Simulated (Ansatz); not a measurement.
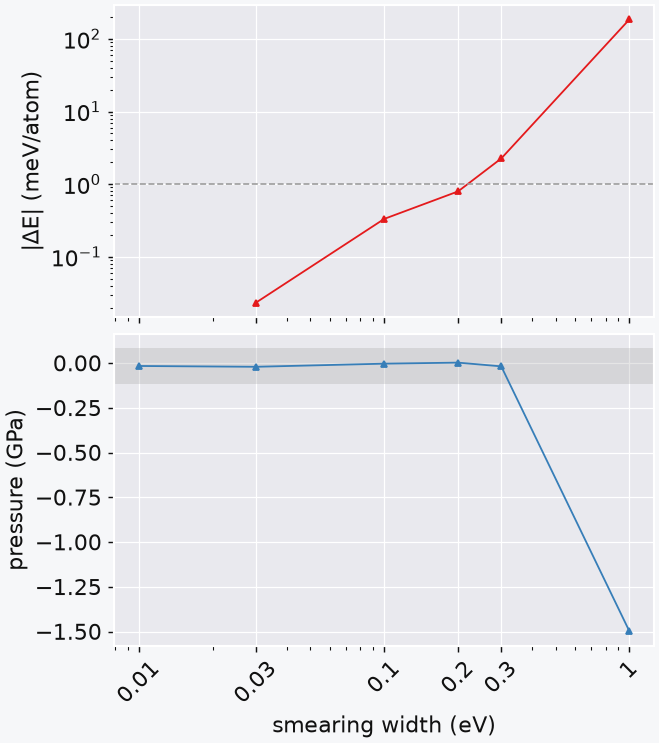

Convergence test: the smearing width is varied and all else is held.
The run: Gd (P6_3/mmc, 2 atoms in the cell), by DFT, r2SCAN, plane waves (500 eV) with PAW, scalar-relativistic in Ansatz 0.2.0; 10×10×6 k-mesh, collinear spins, Methfessel–Paxton smearing.
ΔE is the free energy less its value at the smallest setting, 0.01 eV.
Dashed lines or grey bands mark the tolerance: 1 meV/atom and 0.1 GPa.

### From which setting is the free energy converged to 1 meV/atom?

The free energy is within 1 meV/atom of the smallest setting's value from 0.2 eV down. It is off by 190 meV/atom at 1 eV and 2.3 meV/atom at 0.3 eV (always above it).

### How does the pressure behave (tolerance 0.1 GPa)?

The pressure is within 0.1 GPa of the smallest setting's value from 0.3 eV down. It is −1.50 GPa at 1 eV and −0.02 GPa at 0.01 eV.
